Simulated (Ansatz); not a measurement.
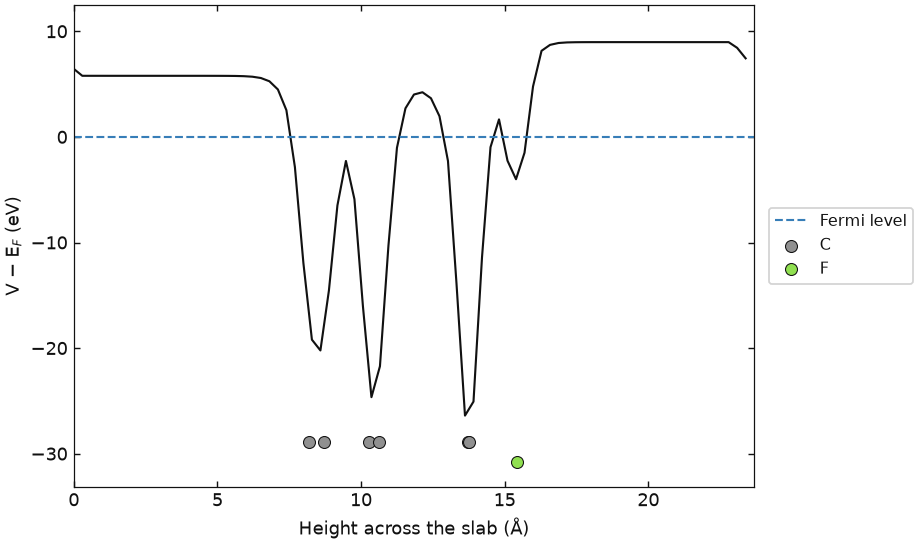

Plane-averaged electrostatic potential energy of an electron across the slab; circles at the bottom mark the heights of the atoms (positions after relaxation).

System: a (001) slab cut from C (P6_3/mmc), of composition C₆F (not the bulk's), ended by C planes, 7 atoms in the cell.

Computed with Ansatz: DFT PBEsol, scalar-relativistic, plane waves, PAW, spin-polarised, 12×12×1 k mesh, 420 eV cutoff, Gaussian smearing of 0.05 eV.

Q: Read off the work function of each face.

A: The work function is 8.98 eV at the right face and 5.80 eV at the left.

Q: How thick are slab and vacuum?

A: The outermost atoms are 7.2 Å apart, which leaves 16.5 Å of vacuum in a cell 23.7 Å high.

Q: Do the two faces differ, and what does that say about the slab's dipole?

A: The vacuum level is 3.19 eV higher at the right than at the left, so the slab carries a dipole along its normal; the ramp in the vacuum, at or near the edge of the plot, is the dipole correction that keeps each side flat. Some atoms were held fixed in the relaxation, which can itself make the faces differ.
